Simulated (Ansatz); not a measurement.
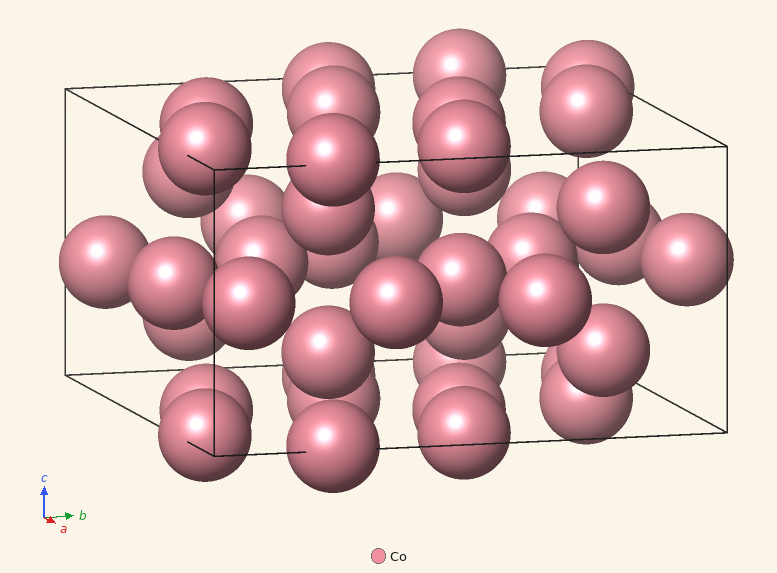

View slightly off an axis, drawn as a spheres-only model. Lines trace the edges of the conventional unit cell. Cell: a = 8.318 Å, b = 8.318 Å, c = 4.516 Å, α = 90.00°, β = 90.00°, γ = 90.00°.

- The element is cobalt.
- The space group is P4_2/mnm (No. 136); the lattice is primitive tetragonal.
- The cell holds 28 atoms.

The cell started as a structure listed in the Materials Project. Earlier steps of the study may have refined or changed the cell and positions. Ansatz was used for an electronic-structure calculation on it.

At this level of theory the cell isn't at rest (compressed, at 4 GPa), so its distances can differ from those at equilibrium, the more so the softer the solid.
